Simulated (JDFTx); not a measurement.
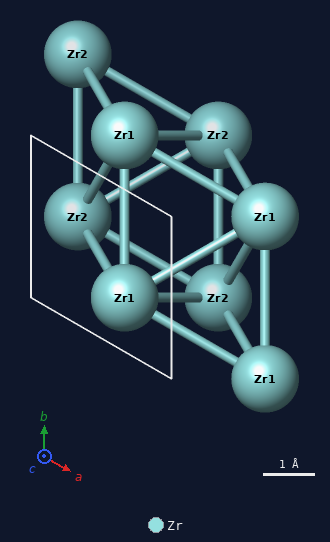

Figure 1. The starting structure (ball-and-stick view of the cell of the calculation, repeated 2 × 2 × 1, along the c axis; atoms are numbered from 1 in the order of the input). An atom can appear more than once, as a periodic image. Near neighbours in the periodic cell (some may lie outside the picture): Zr has 12 Zr at 3.18 to 3.23 Å.

Zr: geometry relaxation (part 1 of 2)

- system: Zr (P6₃/mmc, 2 atoms in the cell)
- method: Kohn-Sham DFT of a periodic cell, RPBE, SG15-PBE-1.2, no spin polarisation (JDFTx 1.7.0 (patched build))

The structure derives from an entry of the Crystallography Open Database.

The input:
```
lattice \
    6.1075948348    -3.0537974174     0.0000000000 \
    0.0000000000     5.2893322829     0.0000000000 \
    0.0000000000     0.0000000000     9.7264203634
coords-type Cartesian
ion Zr     3.0537974177     1.7631107608     7.2948152726 1
ion Zr    -0.0000000003     3.5262215221     2.4316050909 1

ion-species pseudo/Zr.upf
elec-cutoff 40 320
elec-ex-corr gga-x-rpbe gga-c-pbe
kpoint-folding 2 2 1
elec-smearing Fermi 0.0018374661
elec-n-bands 18
electronic-SCF nIterations 100 energyDiffThreshold 1e-09
electronic-minimize nIterations 30 energyDiffThreshold 1e-7
forces-output-coords Cartesian
lattice-minimize nIterations 40 energyDiffThreshold 1e-6

dump-name run.$VAR
dump End Ecomponents EigStats BandEigs Kpoints Forces Stress ElecDensity KEdensity
```

Machine: 1 thread of Arm Neoverse V1, 24 GiB of memory available, shared host.

Launch command:
```bash
jdftx -c 1 -i Zr.in -o Zr.out
```

The program's output:
```
*************** JDFTx 1.7.0 (patched build) ***************

Input parsed successfully to the following command list (including defaults):
[... the input with its defaults ...]

---------- Setting up symmetries ----------

Found 24 point-group symmetries of the bravais lattice
Found 24 space-group symmetries with basis
Applied RMS atom displacement 3.43187e-10 bohrs to make symmetries exact.

---------- Initializing the Grid ----------
R =
[      6.10759      -3.0538            0  ]
[            0      5.28933            0  ]
[            0            0      9.72642  ]
unit cell volume = 314.213
G =
[    1.02875   0.593949         -0  ]
[          0     1.1879          0  ]
[          0         -0   0.645992  ]
Minimum fftbox size, Smin = [  52  52  80  ]
Chosen fftbox size, S = [  54  54  80  ]

---------- Initializing tighter grid for wavefunction operations ----------
R =
[      6.10759      -3.0538            0  ]
[            0      5.28933            0  ]
[            0            0      9.72642  ]
unit cell volume = 314.213
G =
[    1.02875   0.593949         -0  ]
[          0     1.1879          0  ]
[          0         -0   0.645992  ]
Minimum fftbox size, Smin = [  36  36  56  ]
Chosen fftbox size, S = [  36  36  56  ]

---------- Exchange Correlation functional ----------
Initialized LibXC exchange functional 'Hammer, Hansen, and Norskov'
Initialized LibXC correlation functional 'Perdew, Burke & Ernzerhof'

---------- Setting up pseudopotentials ----------
Width of ionic core gaussian charges (only for fluid interactions / plotting) set to 0

Reading pseudopotential file 'pseudo/Zr.upf':
  'Zr' pseudopotential, 'PBE' functional
  Generated using ONCVPSP code by D. R. Hamann
  12 valence electrons, 0 orbitals, 6 projectors, 602 radial grid points, with lMax = 2
  Core radius for overlap checks: 2.10 bohrs.

Initialized 1 species with 2 total atoms.

Folded 1 k-points by 2x2x1 to 4 k-points.

---------- Setting up k-points, bands, fillings ----------
Reduced to 2 k-points under symmetry.
Computing the number of bands and number of electrons
Calculating initial fillings.
nElectrons:  24.000000   nBands: 18   nStates: 2

----- Setting up reduced wavefunction bases (one per k-point) -----
average nbasis = 3776.250 , ideal nbasis = 3796.716

---------- Setting up ewald sum ----------
Optimum gaussian width for ewald sums = 2.416275 bohr.
Real space sum over 1521 unit cells with max indices [  6  6  4  ]
Reciprocal space sum over 2057 terms with max indices [  5  5  8  ]

---------- Allocating electronic variables ----------
Initializing wave functions:  (No orbitals for LCAO)  bandwidth-limited random numbers

--------- Lattice Minimization ---------

Setting the auxilliary hamiltonian equal to the subspace hamiltonian.

-------- Electronic minimization -----------
Will mix electronic density at each iteration.
	FillingsUpdate:  mu: +0.940261719  nElectrons: 24.000000
	FillingsUpdate:  mu: -0.189484753  nElectrons: 24.000000
SCF: Cycle:  0   F: -90.398389943530063   dF: -2.311e+01   |Residual|: 2.893e+00   |deigs|: 1.474e+00
	FillingsUpdate:  mu: +0.115376701  nElectrons: 24.000000
SCF: Cycle:  1   F: -90.951328424983643   dF: -5.529e-01   |Residual|: 1.967e+00   |deigs|: 4.940e-01
	FillingsUpdate:  mu: +0.714014471  nElectrons: 24.000000
SCF: Cycle:  2   F: -92.074652643739839   dF: -1.123e+00   |Residual|: 1.842e+00   |deigs|: 1.057e+00
	FillingsUpdate:  mu: +0.573521660  nElectrons: 24.000000
SCF: Cycle:  3   F: -94.770619164468812   dF: -2.696e+00   |Residual|: 3.649e-01   |deigs|: 3.734e-01
	FillingsUpdate:  mu: +0.512449428  nElectrons: 24.000000
SCF: Cycle:  4   F: -94.922896604761902   dF: -1.523e-01   |Residual|: 1.323e-01   |deigs|: 1.257e-01
	FillingsUpdate:  mu: +0.510177130  nElectrons: 24.000000
SCF: Cycle:  5   F: -94.907658073590781   dF: +1.524e-02   |Residual|: 1.759e-01   |deigs|: 6.404e-03
	FillingsUpdate:  mu: +0.538082261  nElectrons: 24.000000
SCF: Cycle:  6   F: -94.936760511151107   dF: -2.910e-02   |Residual|: 1.425e-02   |deigs|: 5.223e-02
	FillingsUpdate:  mu: +0.541290044  nElectrons: 24.000000
SCF: Cycle:  7   F: -94.936895775059511   dF: -1.353e-04   |Residual|: 1.671e-02   |deigs|: 6.105e-03
	FillingsUpdate:  mu: +0.537414944  nElectrons: 24.000000
SCF: Cycle:  8   F: -94.937070934938930   dF: -1.752e-04   |Residual|: 7.525e-03   |deigs|: 7.465e-03
	FillingsUpdate:  mu: +0.538229753  nElectrons: 24.000000
SCF: Cycle:  9   F: -94.937112958493458   dF: -4.202e-05   |Residual|: 2.868e-03   |deigs|: 1.590e-03
	FillingsUpdate:  mu: +0.538433456  nElectrons: 24.000000
SCF: Cycle: 10   F: -94.937120432437652   dF: -7.474e-06   |Residual|: 1.235e-03   |deigs|: 4.340e-04
	FillingsUpdate:  mu: +0.538547724  nElectrons: 24.000000
SCF: Cycle: 11   F: -94.937122115508117   dF: -1.683e-06   |Residual|: 3.735e-04   |deigs|: 2.384e-04
	FillingsUpdate:  mu: +0.538543817  nElectrons: 24.000000
SCF: Cycle: 12   F: -94.937122436400529   dF: -3.209e-07   |Residual|: 2.095e-04   |deigs|: 9.342e-06
	FillingsUpdate:  mu: +0.538566259  nElectrons: 24.000000
SCF: Cycle: 13   F: -94.937122659560458   dF: -2.232e-07   |Residual|: 5.483e-05   |deigs|: 4.658e-05
	FillingsUpdate:  mu: +0.538555652  nElectrons: 24.000000
SCF: Cycle: 14   F: -94.937122695171340   dF: -3.561e-08   |Residual|: 3.681e-05   |deigs|: 1.982e-05
	FillingsUpdate:  mu: +0.538557842  nElectrons: 24.000000
SCF: Cycle: 15   F: -94.937122717449384   dF: -2.228e-08   |Residual|: 6.176e-05   |deigs|: 8.439e-06
	FillingsUpdate:  mu: +0.538564218  nElectrons: 24.000000
SCF: Cycle: 16   F: -94.937122719440495   dF: -1.991e-09   |Residual|: 9.137e-05   |deigs|: 1.239e-05
	FillingsUpdate:  mu: +0.538562133  nElectrons: 24.000000
SCF: Cycle: 17   F: -94.937122720454340   dF: -1.014e-09   |Residual|: 8.063e-05   |deigs|: 4.372e-06
	FillingsUpdate:  mu: +0.538555191  nElectrons: 24.000000
SCF: Cycle: 18   F: -94.937122723164833   dF: -2.710e-09   |Residual|: 4.545e-05   |deigs|: 1.149e-05
	FillingsUpdate:  mu: +0.538555570  nElectrons: 24.000000
SCF: Cycle: 19   F: -94.937122723263158   dF: -9.832e-11   |Residual|: 4.668e-05   |deigs|: 1.289e-06
	FillingsUpdate:  mu: +0.538556268  nElectrons: 24.000000
SCF: Cycle: 20   F: -94.937122723082595   dF: +1.806e-10   |Residual|: 5.080e-05   |deigs|: 4.067e-06
	FillingsUpdate:  mu: +0.538549991  nElectrons: 24.000000
SCF: Cycle: 21   F: -94.937122724699961   dF: -1.617e-09   |Residual|: 1.546e-05   |deigs|: 1.211e-05
	FillingsUpdate:  mu: +0.538555122  nElectrons: 24.000000
SCF: Cycle: 22   F: -94.937122723764489   dF: +9.355e-10   |Residual|: 4.529e-05   |deigs|: 7.713e-06
	FillingsUpdate:  mu: +0.538550064  nElectrons: 24.000000
SCF: Cycle: 23   F: -94.937122724674865   dF: -9.104e-10   |Residual|: 1.561e-05   |deigs|: 8.379e-06
	FillingsUpdate:  mu: +0.538549003  nElectrons: 24.000000
SCF: Cycle: 24   F: -94.937122724816632   dF: -1.418e-10   |Residual|: 8.500e-06   |deigs|: 1.500e-06
SCF: Converged (|Delta E|<1.000000e-09 for 2 iters).

Setting wave functions to eigenvectors of Hamiltonian
# Lattice vectors:
R =
[      6.10759      -3.0538            0  ]
[            0      5.28933            0  ]
[            0            0      9.72642  ]
unit cell volume = 314.213

# Strain tensor in Cartesian coordinates:
[            0            0            0  ]
[            0            0            0  ]
[            0            0            0  ]

# Stress tensor in Cartesian coordinates [Eh/a0^3]:
[ -0.000430544            0            0  ]
[            0 -0.000430544            0  ]
[            0            0  0.000986272  ]

# Ionic positions in cartesian coordinates:
ion Zr   3.053797417400001   1.763110760966666   7.294815272600000 1
ion Zr   0.000000000000000   3.526221521933333   2.431605090900000 1

# Forces in Cartesian coordinates:
force Zr   0.000000000000000   0.000000000000000   0.000000000000000 1
force Zr  -0.000000000000000   0.000000000000000   0.000000000000000 1

# Energy components:
   Eewald =      -77.0686902985148521
       EH =       14.2442425195373694
     Eloc =      -60.8481979475949615
      Enl =       12.6750525830618468
      Exc =      -11.8373128611185141
       KE =       27.8999183848929562
-------------------------------------
     Etot =      -94.9349876197361766
       TS =        0.0021351050804495
-------------------------------------
        F =      -94.9371227248166321

LatticeMinimize: Iter:   0  F: -94.937122724816632  |grad|_K:  5.357e-02

-------- Electronic minimization -----------
Will mix electronic density at each iteration.
	FillingsUpdate:  mu: +0.538549003  nElectrons: 24.000000
	FillingsUpdate:  mu: +0.535990619  nElectrons: 24.000000
SCF: Cycle:  0   F: -94.939849588646894   dF: -2.165e-03   |Residual|: 2.163e-02   |deigs|: 1.182e-04
	FillingsUpdate:  mu: +0.536613231  nElectrons: 24.000000
SCF: Cycle:  1   F: -94.939954282451168   dF: -1.047e-04   |Residual|: 1.101e-02   |deigs|: 9.359e-04
	FillingsUpdate:  mu: +0.537224743  nElectrons: 24.000000
SCF: Cycle:  2   F: -94.940003337227083   dF: -4.905e-05   |Residual|: 1.988e-03   |deigs|: 9.729e-04
	FillingsUpdate:  mu: +0.537208605  nElectrons: 24.000000
SCF: Cycle:  3   F: -94.940003840631846   dF: -5.034e-07   |Residual|: 1.808e-03   |deigs|: 2.643e-05
	FillingsUpdate:  mu: +0.537210173  nElectrons: 24.000000
SCF: Cycle:  4   F: -94.940004038352626   dF: -1.977e-07   |Residual|: 1.637e-03   |deigs|: 1.903e-05
	FillingsUpdate:  mu: +0.537184299  nElectrons: 24.000000
SCF: Cycle:  5   F: -94.940004517204315   dF: -4.789e-07   |Residual|: 8.757e-04   |deigs|: 1.815e-04
	FillingsUpdate:  mu: +0.537152878  nElectrons: 24.000000
SCF: Cycle:  6   F: -94.940004476315977   dF: +4.089e-08   |Residual|: 8.064e-04   |deigs|: 3.305e-05
	FillingsUpdate:  mu: +0.537141296  nElectrons: 24.000000
SCF: Cycle:  7   F: -94.940004580428877   dF: -1.041e-07   |Residual|: 4.031e-04   |deigs|: 4.986e-05
	FillingsUpdate:  mu: +0.537142599  nElectrons: 24.000000
SCF: Cycle:  8   F: -94.940004610839765   dF: -3.041e-08   |Residual|: 2.305e-04   |deigs|: 1.331e-05
	FillingsUpdate:  mu: +0.537150886  nElectrons: 24.000000
SCF: Cycle:  9   F: -94.940004598844041   dF: +1.200e-08   |Residual|: 3.390e-04   |deigs|: 2.044e-05
	FillingsUpdate:  mu: +0.537149203  nElectrons: 24.000000
SCF: Cycle: 10   F: -94.940004626213181   dF: -2.737e-08   |Residual|: 2.548e-05   |deigs|: 3.510e-05
	FillingsUpdate:  mu: +0.537149075  nElectrons: 24.000000
SCF: Cycle: 11   F: -94.940004627698656   dF: -1.485e-09   |Residual|: 1.598e-05   |deigs|: 1.439e-06
	FillingsUpdate:  mu: +0.537148277  nElectrons: 24.000000
SCF: Cycle: 12   F: -94.940004628047575   dF: -3.489e-10   |Residual|: 1.015e-05   |deigs|: 1.245e-06
	FillingsUpdate:  mu: +0.537147511  nElectrons: 24.000000
SCF: Cycle: 13   F: -94.940004628188376   dF: -1.408e-10   |Residual|: 9.141e-06   |deigs|: 2.570e-06
SCF: Converged (|Delta E|<1.000000e-09 for 2 iters).

Setting wave functions to eigenvectors of Hamiltonian
LatticeMinimize: 	Wolfe criterion not satisfied: alpha: 1  (E-E0)/|gdotd0|: -1.0042  gdotd/gdotd0: 0.994527 (taking cubic step)

-------- Electronic minimization -----------
Will mix electronic density at each iteration.
	FillingsUpdate:  mu: +0.537147511  nElectrons: 24.000000
	FillingsUpdate:  mu: +0.531793175  nElectrons: 24.000000
SCF: Cycle:  0   F: -94.945011101967111   dF: -8.541e-03   |Residual|: 4.184e-02   |deigs|: 4.726e-04
	FillingsUpdate:  mu: +0.532991258  nElectrons: 24.000000
SCF: Cycle:  1   F: -94.945358734338484   dF: -3.476e-04   |Residual|: 2.168e-02   |deigs|: 1.617e-03
	FillingsUpdate:  mu: +0.534250003  nElectrons: 24.000000
SCF: Cycle:  2   F: -94.945534345868580   dF: -1.756e-04   |Residual|: 3.905e-03   |deigs|: 1.884e-03
	FillingsUpdate:  mu: +0.534207981  nElectrons: 24.000000
SCF: Cycle:  3   F: -94.945536422379760   dF: -2.077e-06   |Residual|: 3.373e-03   |deigs|: 6.658e-05
	FillingsUpdate:  mu: +0.534195324  nElectrons: 24.000000
SCF: Cycle:  4   F: -94.945537851370105   dF: -1.429e-06   |Residual|: 2.009e-03   |deigs|: 1.166e-04
	FillingsUpdate:  mu: +0.534106849  nElectrons: 24.000000
SCF: Cycle:  5   F: -94.945538359613209   dF: -5.082e-07   |Residual|: 1.065e-03   |deigs|: 2.102e-04
	FillingsUpdate:  mu: +0.534090658  nElectrons: 24.000000
SCF: Cycle:  6   F: -94.945538547679746   dF: -1.881e-07   |Residual|: 7.704e-04   |deigs|: 4.659e-05
	FillingsUpdate:  mu: +0.534086851  nElectrons: 24.000000
SCF: Cycle:  7   F: -94.945538634558787   dF: -8.688e-08   |Residual|: 4.095e-04   |deigs|: 4.132e-05
	FillingsUpdate:  mu: +0.534088281  nElectrons: 24.000000
SCF: Cycle:  8   F: -94.945538646820978   dF: -1.226e-08   |Residual|: 3.533e-04   |deigs|: 4.889e-06
	FillingsUpdate:  mu: +0.534095818  nElectrons: 24.000000
SCF: Cycle:  9   F: -94.945538671471326   dF: -2.465e-08   |Residual|: 2.195e-04   |deigs|: 9.780e-06
	FillingsUpdate:  mu: +0.534102221  nElectrons: 24.000000
SCF: Cycle: 10   F: -94.945538682291712   dF: -1.082e-08   |Residual|: 9.006e-05   |deigs|: 2.340e-05
	FillingsUpdate:  mu: +0.534102718  nElectrons: 24.000000
SCF: Cycle: 11   F: -94.945538684405875   dF: -2.114e-09   |Residual|: 1.012e-04   |deigs|: 5.534e-07
	FillingsUpdate:  mu: +0.534100462  nElectrons: 24.000000
SCF: Cycle: 12   F: -94.945538686048323   dF: -1.642e-09   |Residual|: 4.057e-05   |deigs|: 4.929e-06
	FillingsUpdate:  mu: +0.534099157  nElectrons: 24.000000
SCF: Cycle: 13   F: -94.945538686344264   dF: -2.959e-10   |Residual|: 1.335e-05   |deigs|: 3.917e-06
	FillingsUpdate:  mu: +0.534099181  nElectrons: 24.000000
SCF: Cycle: 14   F: -94.945538686458050   dF: -1.138e-10   |Residual|: 1.405e-05   |deigs|: 1.432e-06
SCF: Converged (|Delta E|<1.000000e-09 for 2 iters).

Setting wave functions to eigenvectors of Hamiltonian
LatticeMinimize: 	Wolfe criterion not satisfied: alpha: 3  (E-E0)/|gdotd0|: -2.93254  gdotd/gdotd0: 0.922561 (taking cubic step)

-------- Electronic minimization -----------
Will mix electronic density at each iteration.
	FillingsUpdate:  mu: +0.534099181  nElectrons: 24.000000
	FillingsUpdate:  mu: +0.523577470  nElectrons: 24.000000
SCF: Cycle:  0   F: -94.953468456551832   dF: -3.440e-02   |Residual|: 8.196e-02   |deigs|: 1.889e-03
	FillingsUpdate:  mu: +0.525965549  nElectrons: 24.000000
SCF: Cycle:  1   F: -94.954637127966748   dF: -1.169e-03   |Residual|: 4.286e-02   |deigs|: 2.580e-03
	FillingsUpdate:  mu: +0.528580817  nElectrons: 24.000000
[... 14 further cycles ...]
SCF: Cycle: 16   F: -94.955274744662987   dF: -2.389e-10   |Residual|: 4.944e-05   |deigs|: 1.526e-06
	FillingsUpdate:  mu: +0.528271939  nElectrons: 24.000000
SCF: Cycle: 17   F: -94.955274745221828   dF: -5.588e-10   |Residual|: 3.117e-05   |deigs|: 2.890e-06
SCF: Converged (|Delta E|<1.000000e-09 for 2 iters).

Setting wave functions to eigenvectors of Hamiltonian
# Lattice vectors:
R =
[      6.23347     -3.11673            0  ]
[            0      5.39834            0  ]
[            0            0        9.276  ]
unit cell volume = 312.141

# Strain tensor in Cartesian coordinates:
[    0.0206093            0            0  ]
[            0    0.0206093            0  ]
[            0            0   -0.0463087  ]

# Stress tensor in Cartesian coordinates [Eh/a0^3]:
[ -0.000311248            0            0  ]
[            0 -0.000311248            0  ]
[            0            0  0.000766887  ]

# Ionic positions in cartesian coordinates:
ion Zr   3.116734000477960   1.799447214147372   6.957002194225248 1
ion Zr  -0.000000000000000   3.598894428294745   2.319000731440206 1

# Forces in Cartesian coordinates:
force Zr   0.000000000000000   0.000000000000000  -0.000000000000000 1
force Zr   0.000000000000000   0.000000000000000  -0.000000000000000 1

# Energy components:
   Eewald =      -77.1596254525000376
       EH =       14.2298622859861581
     Eloc =      -60.7476831369839516
      Enl =       12.6787726532837635
      Exc =      -11.8435677079547101
       KE =       27.8887230889045554
-------------------------------------
     Etot =      -94.9535182692642223
       TS =        0.0017564759576040
-------------------------------------
        F =      -94.9552747452218284

LatticeMinimize: Iter:   1  F: -94.955274745221828  |grad|_K:  4.060e-02  alpha:  7.000e+00  linmin: -9.995e-01

-------- Electronic minimization -----------
Will mix electronic density at each iteration.
	FillingsUpdate:  mu: +0.528271939  nElectrons: 24.000000
	FillingsUpdate:  mu: +0.521726216  nElectrons: 24.000000
SCF: Cycle:  0   F: -94.927266252990080   dF: -1.057e+00   |Residual|: 4.471e-01   |deigs|: 5.799e-02
	FillingsUpdate:  mu: +0.515956039  nElectrons: 24.000000
SCF: Cycle:  1   F: -94.952288657985449   dF: -2.502e-02   |Residual|: 2.361e-01   |deigs|: 1.510e-02
	FillingsUpdate:  mu: +0.525940461  nElectrons: 24.000000
[... 11 further cycles ...]
SCF: Cycle: 13   F: -94.970599262009642   dF: -6.168e-10   |Residual|: 1.366e-05   |deigs|: 5.315e-03
	FillingsUpdate:  mu: +0.519551194  nElectrons: 24.000000
SCF: Cycle: 14   F: -94.970599262179078   dF: -1.694e-10   |Residual|: 4.771e-06   |deigs|: 1.685e-03
SCF: Converged (|Delta E|<1.000000e-09 for 2 iters).

Setting wave functions to eigenvectors of Hamiltonian
# Lattice vectors:
R =
[      6.59825     -3.29913            0  ]
[            0      5.71425            0  ]
[            0            0      7.92951  ]
unit cell volume = 298.975

# Strain tensor in Cartesian coordinates:
[    0.0803357            0            0  ]
[            0    0.0803357            0  ]
[            0            0    -0.184746  ]

# Stress tensor in Cartesian coordinates [Eh/a0^3]:
[ -2.34033e-05            0            0  ]
[            0 -2.34033e-05            0  ]
[            0            0 -0.000443248  ]

# Ionic positions in cartesian coordinates:
ion Zr   3.299126357518806   1.904751490579341   5.947130839466584 1
ion Zr  -0.000000000000000   3.809502981158684   1.982376946516036 1

# Forces in Cartesian coordinates:
force Zr   0.000000000000000  -0.000000000000000  -0.000000000000000 1
force Zr   0.000000000000000   0.000000000000000  -0.000000000000000 1
```
